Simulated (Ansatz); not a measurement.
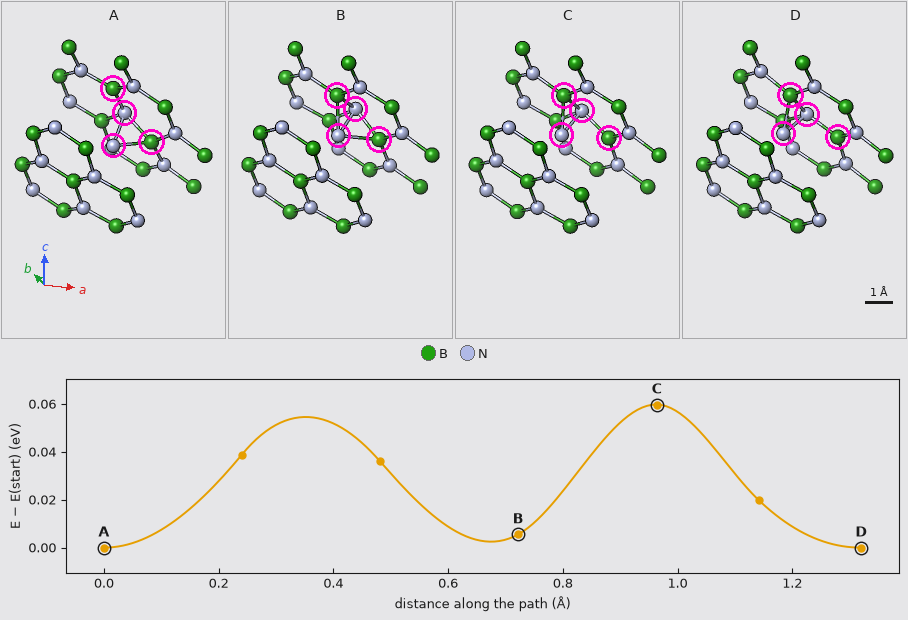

NEB run on a defect cell of composition B16N17 (33 atoms in the cell). Images are numbered from 0 (start) to 6 (end). Frames A to D are images 0, 3, 4, 6. A ball-and-stick model of the atoms within 3.9 Å of the middle of the path, seen slightly off an axis. The atoms that move most are ringed. Bonds to atoms that aren't drawn are left out.

The calculation used Ansatz 0.2.0, DFT PBE+D3(BJ), scalar-relativistic, plane waves, PAW. Settings: plane-wave cutoff 420 eV; k-point mesh 2 × 2 × 2; Gaussian smearing 0.02 eV; spin collinear; 5 movable images; climbing image.

Read off the barrier and say what moves.

The path has more than one stage, and so few images may leave a stage unresolved. An N atom travels furthest, 0.66 Å from end to end, along [−1 0 1], on a path that bends up to 0.22 Å away from the straight line. At the highest image its nearest neighbour (B) is 1.54 Å away, against 1.51 Å at the start, and the surrounding atoms stand up to 0.17 Å off the mean of their end positions. Breaking: B–N (1.51 → 2.21 Å). Forming: B–N (2.21 → 1.51 Å). The barrier is about 0.060 eV in both directions, with image 4 at the top; the ends have the same energy. The profile has 2 maxima (images 1, 4) with a dip at image 3 (+0.006 eV), so the process runs in steps. The band converged in 13 iterations. The largest component of the band force went from 1.2 to 0.029 eV/Å. The climbing image converged on the top of the path. Its curvatures weren't checked.

Limits of the set-up: the periodic images lie only 6.7 Å apart, so the values are limited by the cell's size.

The run took 24 min on 4 threads of Arm Neoverse N1 (shared host), peak memory 2.2 GiB.
